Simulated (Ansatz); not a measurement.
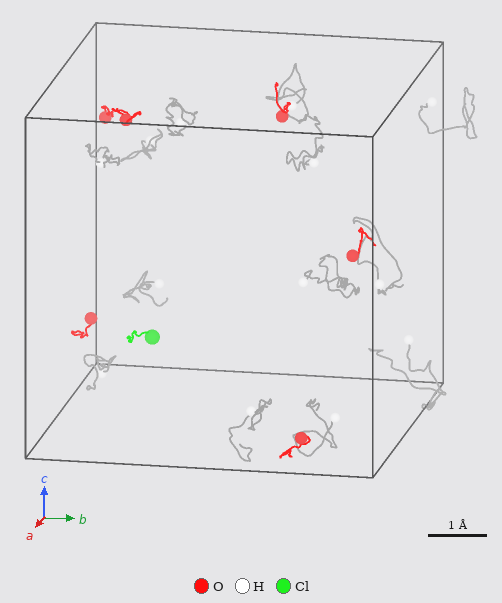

A Born-Oppenheimer molecular dynamics run of a periodic cell with 6 H2O + 1 HCl at 1.039 g/cm³, 150 fs long. Lines trace each atom's path, in the colour of its element; spheres stand at the starting positions. Seen slightly off an axis in the simulation cell.

Computed with Ansatz, DFT PBE, scalar-relativistic, plane waves, PAW. Run with plane-wave cutoff 420 eV; k-point mesh 1 × 1 × 1; Fermi-Dirac smearing 0.05 eV; low-accuracy preset; Langevin thermostat (NVT); set temperature 700 K; time step 0.5 fs; friction 0.02 per fs.

Input
```yaml
accuracy: low
crystal:
  lattice:
    - [6.135792, 0.0, 0.0]
    - [0.0, 6.135792, 0.0]
    - [0.0, 0.0, 6.135792]
  atoms:
    - { symbol: O, position: [0.40429505, 0.61802598, 0.8731765] }
    - { symbol: H, position: [0.24582012, 0.61380619, 0.86012701] }
    - { symbol: H, position: [0.44904965, 0.71881797, 0.75519056] }
    - { symbol: O, position: [0.14119221, 0.05502886, 0.76474973] }
    - { symbol: H, position: [0.06773713, 0.17070996, 0.68346423] }
    - { symbol: H, position: [0.02218803, -0.02789161, 0.82925755] }
    - { symbol: O, position: [0.94730712, 0.78328956, 0.08946773] }
    - { symbol: H, position: [0.8051677, 0.85229462, 0.11400071] }
    - { symbol: H, position: [0.94141143, 0.63757069, 0.15917792] }
    - { symbol: O, position: [0.62441777, 0.21288748, 0.90103341] }
    - { symbol: H, position: [0.54641228, 0.35484833, 0.87956799] }
    - { symbol: H, position: [0.59947648, 0.1356802, 0.763079] }
    - { symbol: O, position: [0.28651174, 1.04353329, 0.21548823] }
    - { symbol: H, position: [0.35433304, 1.08853415, 0.07521492] }
    - { symbol: H, position: [0.17200539, 0.93531332, 0.17120903] }
    - { symbol: O, position: [0.5770581, 0.85601381, 0.52547274] }
    - { symbol: H, position: [0.47316329, 0.91266548, 0.41640033] }
    - { symbol: H, position: [0.64387927, 0.72722171, 0.45896776] }
    - { symbol: Cl, position: [0.98575625, 0.36224347, 0.37275221] }
    - { symbol: H, position: [1.14570185, 0.21173012, 0.28746775] }
basis:
  ecutwfc: 420.0
kpoints:
  mp_grid: { grid: [1, 1, 1] }
hamiltonian:
  xc: pbe
scf:
  occupations: { method: fermi_dirac, width: 0.05 }
  lower_state_search: "off"
md:
  timestep: 0.5
  n_steps: 300
  ensemble: nvt_langevin
  temperature: 700.0
  initial_velocities: maxwell_boltzmann
  seed: 837530
  friction: 0.02
```

Command:
```bash
ansatz run input.yaml --threads 1 --pin off --max-ram 3072MiB --backend cpu --events-out ev --progress --plain --runs-dir out
```

**Describe the motion.**

In the second half of the run the atoms are, in the root-mean-square, this far from where they began (common drift taken out): H 0.65 Å, Cl 0.44 Å, O 0.43 Å. The heavy atoms stay within a fraction of a molecule's size of their starting places; so short a run doesn't tell a liquid from a solid. Bond changes: one H–O bond breaks at about 106 fs. Over the second half the temperature averages 664 K (spread ±123 K). The potential energy in the second half lies on average 77.6 meV per atom above the first frame.

Limits of the set-up: the program's low-accuracy preset was used; the periodic images lie only 6.1 Å apart, so the values are limited by the cell's size.
